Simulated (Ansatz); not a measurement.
**SiC: geometry relaxation (part 1 of 2)**

- system: SiC (F-43m, 2 atoms in the cell)
- method: DFT HSE06, scalar-relativistic, plane waves, PAW, no spin polarisation (Ansatz 0.2.0)

It belongs to a series of runs on one base structure; here: elastic and piezoelectric constants, atoms relaxed. Figures and captions count atoms from 1; the log counts them from 0 in places.

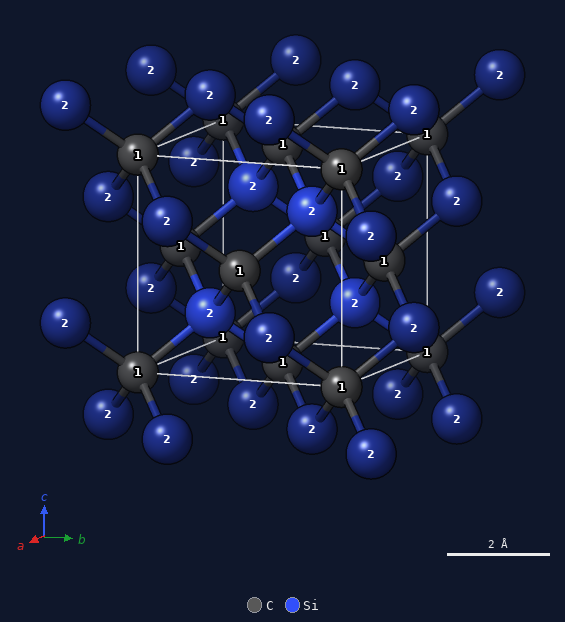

Fig. 1: The structure as given in the input (ball-and-stick view of the cell 4 times as large as that of the calculation, set on its symmetry axes, seen slightly off an axis; neighbours outside the cell are drawn fainter; atoms are numbered from 1 in the order of the input). Near neighbours in the crystal (not all of them lie inside the picture): C has 4 Si at 1.88 Å; Si has 4 C at 1.88 Å.

The input:
```yaml
crystal:
  lattice:
    - [0.0, 2.1742, 2.1742]
    - [2.1742, 0.0, 2.1742]
    - [2.1742, 2.1742, 0.0]
  atoms:
    - { symbol: C, position: [0.0, 0.0, 0.0] }
    - { symbol: Si, position: [0.25, 0.25, 0.25] }
basis:
  ecutwfc: 420
kpoints:
  mp_grid: { grid: [8, 8, 8] }
hamiltonian:
  xc: hse06
scf:
  occupations: { method: fixed }
output:
  forces: true
  stress: true
  eigenvalues: true
  polarization: {}
elastic:
  mode: relaxed_ion
  stencil: two_point
```

Machine: 4 threads of Intel Xeon (Granite Rapids), 176 GiB of memory available, shared host.

Launched with:
```bash
ansatz run input.yaml --threads 4 --pin off --max-ram 12288MiB --backend cpu --events-out ev --progress --plain --runs-dir out
```

Log:
```
Engine: ansatz 0.2.0, x86_64-unknown-linux-gnu
Pseudopotentials: kind: paw
Pseudopotential: C, paw, valence charge 4, recommended cutoff 420 eV (normal), C.paw.azcp
Pseudopotential: Si, paw, valence charge 4, recommended cutoff 420 eV (normal), Si.paw.azcp
Functional definition: HSE06
  parameter a = 0.25
  parameter omega = 0.11/bohr
  exchange = pbe_x - a*pbe_x_sr(omega) + a*exact_x_sr(omega)
  correlation = pbe_c
davidson cushion auto → on  (no smearing: the cushion is to keep the highest requested band from converging to the state above it; pin scf.eigensolver.cushion to override)
Crystal: 2 atoms, lattice volume = 20.556 Å³
Basis set: ecut = 420 eV, 411 PW (Γ), exchange–correlation on 48×48×48 points (8 copies of the dense FFT grid, shifted against one another)
Bands: 8, of which v1, the nominal top of the filled ones, is band 4 counted from 1 (3 counted from 0)
Symmetry: 24 space group operations
Space group: F-43m (ITA 216), of the structure as read, at distance tolerance 2.7e-5 Å
k-points: 29 of 512 (time reversal used)
Non-local potential: C, projectors of the file, l = 0: 2, l = 1: 2, l = 2: 1
Non-local potential: Si, projectors of the file, l = 0: 2, l = 1: 2, l = 2: 2
PAW form: soft (Blöchl's): semilocal exchange-correlation on the pseudo side does not see the compensation charge
PAW frozen core: C, regenerated for the run's functional, and the local potential with it (the file was generated under x = pbe(κ = 0.804, μ = 0.2195149727645171), c = pbe(β = 0.06672455060314922))
PAW frozen core: Si, regenerated for the run's functional, and the local potential with it (the file was generated under x = pbe(κ = 0.804, μ = 0.2195149727645171), c = pbe(β = 0.06672455060314922))
PAW one-centre angular grid: C, 110 points (default); XC on 64 Gauss nodes
PAW one-centre angular grid: Si, 110 points (default); XC on 64 Gauss nodes
Initial density: superposition of atomic densities (neutral atoms: chi_scale 0, normalization atom), corrected by the library's trained network
Initial wavefunctions: pseudopotential atomic-orbital guess
Functional: x = pbe(κ = 0.804, μ = 0.2195149727645171), c = pbe(β = 0.06672455060314922), warm-up for x = pbe(κ = 0.804, μ = 0.2195149727645171) + 0.25 (exact − pbe) at short range (hse, ω = 0.20786987370883472 Å⁻¹), c = pbe(β = 0.06672455060314922); HSE06 as pw.x's `hse` composes it (authors' and Libxc's form: `xc: wpbeh`)
SCF iter   1: F=—  HF=-887.148210 eV  |F-HF|=—  |Δ(HF+E_count)|=         —  Δρ=1.81e-3  dr2=5.99e-4  ethr=1.77e-3  ⟨swp⟩=6.0  Hψ=1207  notcnv=0
preconditioner: auto → none  [insulator: Δε(μ)=1.330 eV  Ē_g=14.105 eV  n_scr=0 (ndim 8)  ℏωp=23.2 eV  f_vac=0.000]
iter 2 solved again at ethr=4.38e-7 eV; its pass at ethr=7.48e-6 eV (dr2=3.50e-5 eV) is discarded
SCF iter   2: F=—  HF=-887.148212 eV  |F-HF|=—  |Δ(HF+E_count)|=   1.48e-6  Δρ=6.39e-4  dr2=3.56e-5  ethr=4.38e-7  ⟨swp⟩=2.0  Hψ=1341  notcnv=0
SCF iter   3: F=—  HF=-887.148242 eV  |F-HF|=—  |Δ(HF+E_count)|=   2.99e-5  Δρ=3.07e-4  dr2=5.84e-6  ethr=4.38e-7  ⟨swp⟩=2.9  Hψ=637  notcnv=0
SCF iter   4: F=—  HF=-887.148258 eV  |F-HF|=—  |Δ(HF+E_count)|=   1.67e-5  Δρ=9.46e-5  dr2=5.58e-7  ethr=7.30e-8  ⟨swp⟩=3.0  Hψ=757  notcnv=0
SCF iter   5: F=—  HF=-887.148260 eV  |F-HF|=—  |Δ(HF+E_count)|=   1.81e-6  Δρ=1.36e-5  dr2=1.24e-8  ethr=6.98e-9  ⟨swp⟩=3.0  Hψ=777  notcnv=0
SCF iter   6: F=—  HF=-887.148260 eV  |F-HF|=—  |Δ(HF+E_count)|=   4.20e-8  Δρ=1.07e-6  dr2=6.83e-11  ethr=1.55e-10  ⟨swp⟩=3.1  Hψ=810  notcnv=0
SCF iter   7: F=—  HF=-887.148260 eV  |F-HF|=—  |Δ(HF+E_count)|=  2.69e-10  Δρ=5.74e-8  dr2=2.87e-13  ethr=1.00e-12  ⟨swp⟩=3.2  Hψ=793  notcnv=0
SCF iter   8: F=-887.148260 eV  HF=-887.148260 eV  |F-HF|=0.00e0  |Δ(HF+E_count)|=  3.41e-13  Δρ=5.10e-9  dr2=4.59e-15  ethr=1.00e-12  ⟨swp⟩=2.0  Hψ=580  notcnv=0
SCF 1 converged in 8 iterations: F = -887.148260 eV  dr2 = 4.59e-15
  greatest PAW one-centre occupation: 0.646 electrons in one spin orbital (limit 2), on the C atom at site 0 (counted from 0), in its partial waves of l = 0
Initial density: handed on by an earlier stage of this run
Initial wavefunctions: those handed on with the density
Functional: x = pbe(κ = 0.804, μ = 0.2195149727645171) + 0.25 (exact − pbe) at short range (hse, ω = 0.20786987370883472 Å⁻¹), c = pbe(β = 0.06672455060314922); HSE06 as pw.x's `hse` composes it (authors' and Libxc's form: `xc: wpbeh`)
Exchange kernel: α = 0.2500, screened, ω = 0.2079 Å⁻¹, Wigner–Seitz truncation, v(0) = 1046.7257 eV·Å³, q-mesh 8×8×8, nearest image of the exchange supercell L = 24.60 Å, pair-density grid 18×18×18, without the augmentation charges, whose exchange is taken in its separable form by FFT convolution over the k-point mesh, smooth part of the exact exchange by density-matrix convolution
Frozen-core exchange: fock
iter 1 solved again at ethr=4.53e-5 eV; its pass at ethr=1.00e-1 eV (dr2=3.62e-3 eV) is discarded
SCF iter   1: F=—  HF=-887.791029 eV  |F-HF|=—  |Δ(HF+E_count)|=         —  Δρ=5.66e-3  dr2=3.93e-3  ethr=4.53e-5  ⟨swp⟩=4.2  Hψ=1455  notcnv=0
preconditioner: auto → none  [insulator: Δε(μ)=2.191 eV  Ē_g=16.057 eV  n_scr=0 (ndim 8)  ℏωp=23.2 eV  f_vac=0.000]
SCF iter   2: F=—  HF=-887.789548 eV  |F-HF|=—  |Δ(HF+E_count)|=   1.48e-3  Δρ=2.63e-3  dr2=9.00e-4  ethr=4.46e-5  ⟨swp⟩=2.0  Hψ=580  notcnv=0
SCF iter   3: F=—  HF=-887.791470 eV  |F-HF|=—  |Δ(HF+E_count)|=   1.92e-3  Δρ=6.66e-4  dr2=1.04e-4  ethr=8.45e-6  ⟨swp⟩=2.6  Hψ=602  notcnv=0  defer=1
SCF iter   4: F=—  HF=-887.791442 eV  |F-HF|=—  |Δ(HF+E_count)|=   2.72e-5  Δρ=2.46e-4  dr2=1.49e-5  ethr=1.17e-6  ⟨swp⟩=3.0  Hψ=674  notcnv=0
SCF iter   5: F=—  HF=-887.791456 eV  |F-HF|=—  |Δ(HF+E_count)|=   1.37e-5  Δρ=9.56e-5  dr2=1.50e-6  ethr=1.60e-7  ⟨swp⟩=2.8  Hψ=614  notcnv=0
SCF iter   6: F=-887.791456 eV  HF=-887.791456 eV  |F-HF|=5.57e-8  |Δ(HF+E_count)|=   3.66e-7  Δρ=2.94e-5  dr2=3.88e-7  ethr=1.54e-8  ⟨swp⟩=2.4  Hψ=597  notcnv=0
SCF 2 stopped early in 6 iterations: F = -887.791456 eV  dr2 = 3.88e-7
[... from here on the iterations of each SCF are left out, up to the last one ...]
  Residual-converged pass: ⟨swp⟩=3.2  Hψ=586  notcnv=0  max |occ|·‖R‖ = 6.5e-6 eV (tolerance 6.7e-6 eV)  dr2=3.92e-7  dr2_onsite=2.07e-9  max |Δocc| = 0.0e0
hybrid outer 1: dexx = +2.431e-3 eV, tail = 2.85e-6 eV
Exchange kernel: α = 0.2500, screened, ω = 0.2079 Å⁻¹, Wigner–Seitz truncation, v(0) = 1046.7257 eV·Å³, q-mesh 8×8×8, nearest image of the exchange supercell L = 24.60 Å, pair-density grid 18×18×18, without the augmentation charges, whose exchange is taken in its separable form by FFT convolution over the k-point mesh, smooth part of the exact exchange by density-matrix convolution
Frozen-core exchange: fock
preconditioner: auto → none  [insulator: Δε(μ)=2.224 eV  Ē_g=16.061 eV  n_scr=0 (ndim 8)  ℏωp=23.2 eV  f_vac=0.000]
SCF 3 stopped early in 5 iterations: F = -887.791445 eV  dr2 = 7.08e-13
  Residual-converged pass: ⟨swp⟩=4.0  Hψ=635  notcnv=0  max |occ|·‖R‖ = 9.2e-9 eV (tolerance 1.0e-8 eV)  dr2=7.22e-13  dr2_onsite=9.58e-14  max |Δocc| = 0.0e0
hybrid outer 2: dexx = +2.522e-8 eV, tail = 5.37e-10 eV, Δε = 8.39e-4 eV (about 1.35e-5 eV left of the loop's levels), ΔF = 1.11e-16 eV/Å (tail 2.60e-17)
Exchange kernel: α = 0.2500, screened, ω = 0.2079 Å⁻¹, Wigner–Seitz truncation, v(0) = 1046.7257 eV·Å³, q-mesh 8×8×8, nearest image of the exchange supercell L = 24.60 Å, pair-density grid 18×18×18, without the augmentation charges, whose exchange is taken in its separable form by FFT convolution over the k-point mesh, smooth part of the exact exchange by density-matrix convolution
Frozen-core exchange: fock
SCF 4 converged in 4 iterations: F = -887.791445 eV  dr2 = 1.19e-14
  Residual-converged pass: ⟨swp⟩=3.1  Hψ=582  notcnv=0  max |occ|·‖R‖ = 9.8e-9 eV (tolerance 1.0e-8 eV)  dr2=1.35e-14  dr2_onsite=9.79e-16  max |Δocc| = 0.0e0
hybrid outer 3: dexx = +1.169e-11 eV, tail = 2.26e-13 eV, Δε = 6.59e-6 eV (about 1.37e-7 eV left of the loop's levels), ΔF = 6.01e-17 eV/Å (tail 5.52e-7)
Crystal: 2 atoms, lattice volume = 20.514 Å³
Symmetry: 8 space group operations
k-points: 59 of 512 (time reversal used)
Initial wavefunctions: pseudopotential atomic-orbital guess (no wavefunctions were taken with the density)
preconditioner: auto → none  [insulator: Δε(μ)=1.322 eV  Ē_g=14.122 eV  n_scr=0 (ndim 8)  ℏωp=23.2 eV  f_vac=0.000]
SCF 5 converged in 9 iterations: F = -887.146832 eV  dr2 = 5.47e-15
Exchange kernel: α = 0.2500, screened, ω = 0.2079 Å⁻¹, Wigner–Seitz truncation, v(0) = 1046.7236 eV·Å³, q-mesh 8×8×8, nearest image of the exchange supercell L = 24.57 Å, pair-density grid 18×18×18, without the augmentation charges, whose exchange is taken in its separable form by FFT convolution over the k-point mesh, smooth part of the exact exchange by density-matrix convolution
Frozen-core exchange: fock
preconditioner: auto → none  [insulator: Δε(μ)=2.168 eV  Ē_g=16.077 eV  n_scr=0 (ndim 8)  ℏωp=23.2 eV  f_vac=0.000]
SCF 6 stopped early in 6 iterations: F = -887.791297 eV  dr2 = 3.61e-7
  Residual-converged pass: ⟨swp⟩=3.2  Hψ=1194  notcnv=0  max |occ|·‖R‖ = 6.4e-6 eV (tolerance 6.7e-6 eV)  dr2=3.64e-7  dr2_onsite=2.11e-9  max |Δocc| = 0.0e0
hybrid outer 1: dexx = +2.426e-3 eV, tail = 2.81e-6 eV
Exchange kernel: α = 0.2500, screened, ω = 0.2079 Å⁻¹, Wigner–Seitz truncation, v(0) = 1046.7236 eV·Å³, q-mesh 8×8×8, nearest image of the exchange supercell L = 24.57 Å, pair-density grid 18×18×18, without the augmentation charges, whose exchange is taken in its separable form by FFT convolution over the k-point mesh, smooth part of the exact exchange by density-matrix convolution
Frozen-core exchange: fock
preconditioner: auto → none  [insulator: Δε(μ)=2.201 eV  Ē_g=16.081 eV  n_scr=0 (ndim 8)  ℏωp=23.2 eV  f_vac=0.000]
SCF 7 stopped early in 5 iterations: F = -887.791286 eV  dr2 = 6.85e-13
  Residual-converged pass: ⟨swp⟩=3.9  Hψ=1290  notcnv=0  max |occ|·‖R‖ = 9.3e-9 eV (tolerance 1.0e-8 eV)  dr2=6.97e-13  dr2_onsite=9.68e-14  max |Δocc| = 0.0e0
hybrid outer 2: dexx = +2.524e-8 eV, tail = 5.34e-10 eV, Δε = 8.33e-4 eV (about 1.34e-5 eV left of the loop's levels), ΔF = 0.00e0 eV/Å
Exchange kernel: α = 0.2500, screened, ω = 0.2079 Å⁻¹, Wigner–Seitz truncation, v(0) = 1046.7236 eV·Å³, q-mesh 8×8×8, nearest image of the exchange supercell L = 24.57 Å, pair-density grid 18×18×18, without the augmentation charges, whose exchange is taken in its separable form by FFT convolution over the k-point mesh, smooth part of the exact exchange by density-matrix convolution
Frozen-core exchange: fock
preconditioner: auto → none  [insulator: Δε(μ)=2.200 eV  Ē_g=16.081 eV  n_scr=0 (ndim 8)  ℏωp=23.2 eV  f_vac=0.000]
SCF 8 converged in 4 iterations: F = -887.791286 eV  dr2 = 1.13e-14
  Residual-converged pass: ⟨swp⟩=3.1  Hψ=1182  notcnv=0  max |occ|·‖R‖ = 9.8e-9 eV (tolerance 1.0e-8 eV)  dr2=1.27e-14  dr2_onsite=1.01e-15  max |Δocc| = 0.0e0
hybrid outer 3: dexx = +1.159e-11 eV, tail = 2.23e-13 eV, Δε = 6.57e-6 eV (about 1.36e-7 eV left of the loop's levels), ΔF = 0.00e0 eV/Å
NSCF: frozen V_eff on 62 k-points
Crystal: 2 atoms, lattice volume = 20.597 Å³
preconditioner: auto → none  [insulator: Δε(μ)=1.349 eV  Ē_g=14.088 eV  n_scr=0 (ndim 8)  ℏωp=23.1 eV  f_vac=0.000]
SCF 9 converged in 8 iterations: F = -887.149448 eV  dr2 = 7.88e-14
Exchange kernel: α = 0.2500, screened, ω = 0.2079 Å⁻¹, Wigner–Seitz truncation, v(0) = 1046.7278 eV·Å³, q-mesh 8×8×8, nearest image of the exchange supercell L = 24.60 Å, pair-density grid 18×18×18, without the augmentation charges, whose exchange is taken in its separable form by FFT convolution over the k-point mesh, smooth part of the exact exchange by density-matrix convolution
Frozen-core exchange: fock
preconditioner: auto → none  [insulator: Δε(μ)=2.181 eV  Ē_g=16.037 eV  n_scr=0 (ndim 8)  ℏωp=23.1 eV  f_vac=0.000]
SCF 10 stopped early in 6 iterations: F = -887.791373 eV  dr2 = 3.65e-7
  Residual-converged pass: ⟨swp⟩=3.2  Hψ=1195  notcnv=0  max |occ|·‖R‖ = 6.5e-6 eV (tolerance 6.7e-6 eV)  dr2=3.68e-7  dr2_onsite=2.13e-9  max |Δocc| = 0.0e0
hybrid outer 1: dexx = +2.436e-3 eV, tail = 2.82e-6 eV
Exchange kernel: α = 0.2500, screened, ω = 0.2079 Å⁻¹, Wigner–Seitz truncation, v(0) = 1046.7278 eV·Å³, q-mesh 8×8×8, nearest image of the exchange supercell L = 24.60 Å, pair-density grid 18×18×18, without the augmentation charges, whose exchange is taken in its separable form by FFT convolution over the k-point mesh, smooth part of the exact exchange by density-matrix convolution
Frozen-core exchange: fock
preconditioner: auto → none  [insulator: Δε(μ)=2.214 eV  Ē_g=16.042 eV  n_scr=0 (ndim 8)  ℏωp=23.1 eV  f_vac=0.000]
SCF 11 stopped early in 5 iterations: F = -887.791362 eV  dr2 = 6.99e-13
  Residual-converged pass: ⟨swp⟩=3.9  Hψ=1287  notcnv=0  max |occ|·‖R‖ = 9.9e-9 eV (tolerance 1.0e-8 eV)  dr2=7.10e-13  dr2_onsite=9.84e-14  max |Δocc| = 0.0e0
hybrid outer 2: dexx = +2.528e-8 eV, tail = 5.36e-10 eV, Δε = 8.38e-4 eV (about 1.35e-5 eV left of the loop's levels), ΔF = 0.00e0 eV/Å
Exchange kernel: α = 0.2500, screened, ω = 0.2079 Å⁻¹, Wigner–Seitz truncation, v(0) = 1046.7278 eV·Å³, q-mesh 8×8×8, nearest image of the exchange supercell L = 24.60 Å, pair-density grid 18×18×18, without the augmentation charges, whose exchange is taken in its separable form by FFT convolution over the k-point mesh, smooth part of the exact exchange by density-matrix convolution
Frozen-core exchange: fock
SCF 12 converged in 4 iterations: F = -887.791362 eV  dr2 = 1.15e-14
  Residual-converged pass: ⟨swp⟩=3.1  Hψ=1181  notcnv=0  max |occ|·‖R‖ = 1.0e-8 eV (tolerance 1.0e-8 eV)  dr2=1.29e-14  dr2_onsite=1.01e-15  max |Δocc| = 0.0e0
hybrid outer 3: dexx = +1.162e-11 eV, tail = 2.24e-13 eV, Δε = 6.57e-6 eV (about 1.36e-7 eV left of the loop's levels), ΔF = 0.00e0 eV/Å
NSCF: frozen V_eff on 62 k-points
Crystal: 2 atoms, lattice volume = 20.555 Å³
Symmetry: 4 space group operations
k-points: 95 of 512 (time reversal used)
preconditioner: auto → none  [insulator: Δε(μ)=1.349 eV  Ē_g=14.105 eV  n_scr=0 (ndim 8)  ℏωp=23.2 eV  f_vac=0.000]
SCF 13 converged in 8 iterations: F = -887.148175 eV  dr2 = 4.47e-14
Exchange kernel: α = 0.2500, screened, ω = 0.2079 Å⁻¹, Wigner–Seitz truncation, v(0) = 1046.7257 eV·Å³, q-mesh 8×8×8, nearest image of the exchange supercell L = 24.57 Å, pair-density grid 18×18×18, without the augmentation charges, whose exchange is taken in its separable form by FFT convolution over the k-point mesh, smooth part of the exact exchange by density-matrix convolution
Frozen-core exchange: fock
preconditioner: auto → none  [insulator: Δε(μ)=2.185 eV  Ē_g=16.057 eV  n_scr=0 (ndim 8)  ℏωp=23.2 eV  f_vac=0.000]
SCF 14 stopped early in 6 iterations: F = -887.791370 eV  dr2 = 3.63e-7
  Residual-converged pass: ⟨swp⟩=3.2  Hψ=1926  notcnv=0  max |occ|·‖R‖ = 6.5e-6 eV (tolerance 6.7e-6 eV)  dr2=3.66e-7  dr2_onsite=2.12e-9  max |Δocc| = 0.0e0
hybrid outer 1: dexx = +2.431e-3 eV, tail = 2.81e-6 eV
Exchange kernel: α = 0.2500, screened, ω = 0.2079 Å⁻¹, Wigner–Seitz truncation, v(0) = 1046.7257 eV·Å³, q-mesh 8×8×8, nearest image of the exchange supercell L = 24.57 Å, pair-density grid 18×18×18, without the augmentation charges, whose exchange is taken in its separable form by FFT convolution over the k-point mesh, smooth part of the exact exchange by density-matrix convolution
Frozen-core exchange: fock
preconditioner: auto → none  [insulator: Δε(μ)=2.218 eV  Ē_g=16.061 eV  n_scr=0 (ndim 8)  ℏωp=23.2 eV  f_vac=0.000]
SCF 15 stopped early in 5 iterations: F = -887.791360 eV  dr2 = 6.90e-13
  Residual-converged pass: ⟨swp⟩=3.9  Hψ=2082  notcnv=0  max |occ|·‖R‖ = 9.8e-9 eV (tolerance 1.0e-8 eV)  dr2=7.01e-13  dr2_onsite=9.63e-14  max |Δocc| = 0.0e0
hybrid outer 2: dexx = +2.524e-8 eV, tail = 5.34e-10 eV, Δε = 8.35e-4 eV (about 1.35e-5 eV left of the loop's levels), ΔF = 1.91e-5 eV/Å (tail 4.46e-6)
Exchange kernel: α = 0.2500, screened, ω = 0.2079 Å⁻¹, Wigner–Seitz truncation, v(0) = 1046.7257 eV·Å³, q-mesh 8×8×8, nearest image of the exchange supercell L = 24.57 Å, pair-density grid 18×18×18, without the augmentation charges, whose exchange is taken in its separable form by FFT convolution over the k-point mesh, smooth part of the exact exchange by density-matrix convolution
Frozen-core exchange: fock
SCF 16 converged in 4 iterations: F = -887.791360 eV  dr2 = 1.08e-14
  Residual-converged pass: ⟨swp⟩=3.1  Hψ=1902  notcnv=0  max |occ|·‖R‖ = 9.9e-9 eV (tolerance 1.0e-8 eV)  dr2=1.21e-14  dr2_onsite=9.70e-16  max |Δocc| = 0.0e0
hybrid outer 3: dexx = +1.159e-11 eV, tail = 2.22e-13 eV, Δε = 6.57e-6 eV (about 1.35e-7 eV left of the loop's levels), ΔF = 3.77e-7 eV/Å (tail 5.24e-7)
```
